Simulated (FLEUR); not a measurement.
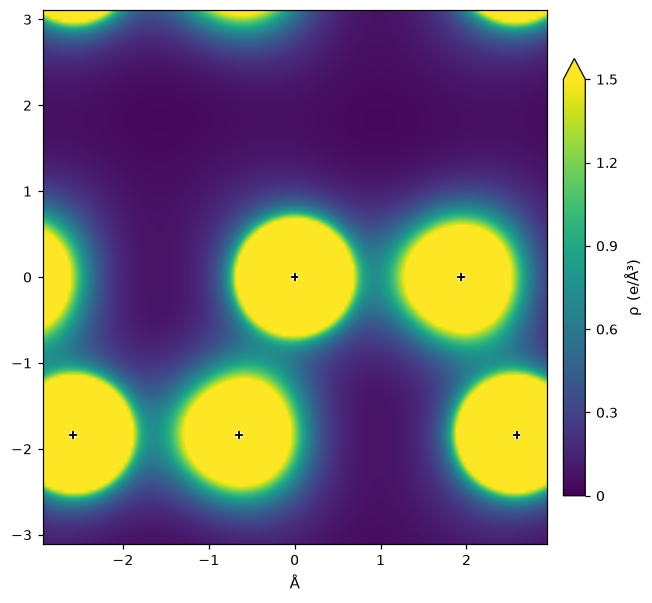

The electron density on a plane through atoms (crosses mark nuclei in the plane).

Theory: FLEUR, Kohn-Sham DFT of a periodic cell, PBEsol, all-electron.

Candidates:
A. GaN, a = 3.18 Å, b = 3.18 Å, c = 5.17 Å, α = 90.00°, β = 90.00°, γ = 120.00°. Space group P6₃mc.
B. WS$_{2}$, a = 3.18 Å, b = 3.18 Å, c = 12.50 Å, α = 90.00°, β = 90.00°, γ = 120.00°. Space group P6₃/mmc.
C. Te$_{2}$Mo, a = 3.52 Å, b = 3.52 Å, c = 13.97 Å, α = 90.00°, β = 90.00°, γ = 120.00°. Space group P6₃/mmc.

Q: Which candidate gave the map?

A: Candidate A: GaN on the (110) plane of the conventional cell, which holds Ga and N. Ga–N (1.94 Å): the density is about 0.76 e/Å³ at the midpoint.
